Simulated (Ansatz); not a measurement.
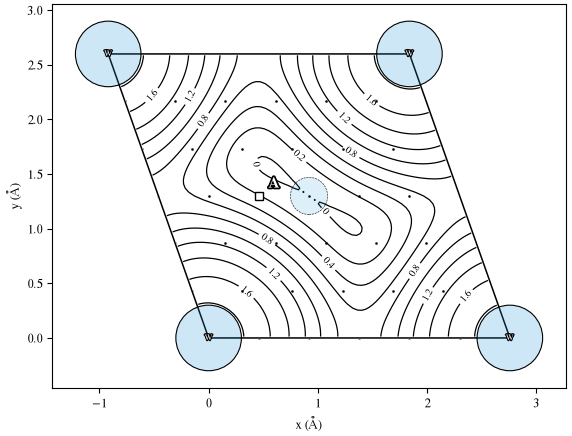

S on a W(110) slab cut from the Im-3m phase, its upper half relaxed before the scan (12 atoms of substrate and one adsorbate in a 2 × 2 cell). S is moved over the surface cell; relaxed at each place: the height of the adsorbate's atoms; substrate rigid; the origin of the map has the adsorbate above W9. Places are given modulo a cell vector. The map is drawn in real space over the plane of the surface. The scan uses a 6 × 6 grid; 13 points were computed and 23 follow by symmetry. Places are given in fractions of the 1 × 1 surface cell. All energies are given in eV relative to the lowest grid point. Method: DFT PBE, scalar-relativistic, plane waves, PAW in Ansatz. Settings: cutoff 420 eV, k-mesh 5×5×1, gaussian smearing 0.1 eV, no spin polarisation.

In the figure: contour lines labelled in eV, dots at the grid points, labelled circles for the atoms of the top layer and small ones for the second layer, the outline of one cell of the plane, the point A. Between grid points the surface is interpolated.

Is A at rest? If not, where is it pushed?

A, at (2/6, 3/6) of the cell vectors, is not a stationary point. The computed force is 1.6 eV/Å in the plane, pointing up and right in the picture (components 0.7 and 1.4 eV/Å).

PAW datasets: the set soft_1.
